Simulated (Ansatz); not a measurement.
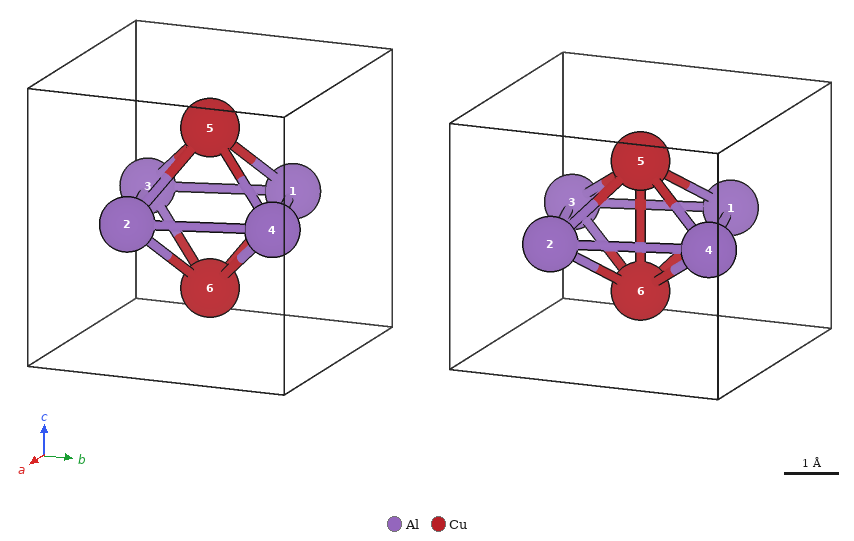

Two geometries of solid Al2Cu (a generated structure, set up in P4/m), drawn at one scale. One is the start of a relaxation, the other its converged end. Style: ball-and-stick. Shown: the cell of the calculation, slightly off an axis.

Theory: DFT PBE, scalar-relativistic, plane waves, PAW (Ansatz 0.2.0). Set-up: plane-wave cutoff 420 eV; k-point mesh 8 × 8 × 8; occupations gaussian; smearing width 0.1 eV; no spin polarisation; cell and atoms relaxed; force threshold 0.01 eV/Å; at most 80 steps.

Which one is relaxed?

Answer. The right one is the relaxed one. After 9 accepted moves (10 points after the start) the energy has fallen by 11.0 meV per atom. The largest force component goes from 0.22 to 0.0017 eV/Å. Pressure: 0.56 GPa at the start and 0.02 GPa at the end. The SCF was repeated once at an unchanged geometry on a basis and grid sized afresh for the cell, which shifted the energy by 0.1 meV per atom at most. The largest moves relative to the cell, 0.12 Å, are those of Cu5 and Cu6. Cu6 goes along +c. By element the largest moves are Cu 0.12 Å, Al 0.08 Å. The volume changes by −3.0 %, with a = b 5.233 → 5.477 Å (+4.7 %), c 5.416 → 4.797 Å (−11.4 %). Some distances before and after: Cu5–Cu6 3.128 → 2.532 Å, Al1–Al3 2.756 → 3.003 Å, Al1–Al2 2.700 → 2.778 Å, Al1–Al3 (another image) 2.665 → 2.693 Å. New bonds form, among them: Cu5–Cu6 (3.13 → 2.53 Å). Among the angles between lasting bonds that change: Al1–Cu5–Al2 102.5° → 118.4°, Al1–Cu5–Cu6 128.8° → 120.8°, Al1–Cu5–Al3 66.9° → 74.8°. The space group stays P4/m (No. 83). Cost: 4 min on 1 thread of Intel(R) Xeon(R) Platinum 8488C (Sapphire Rapids) (shared host), peak memory 0.62 GiB.
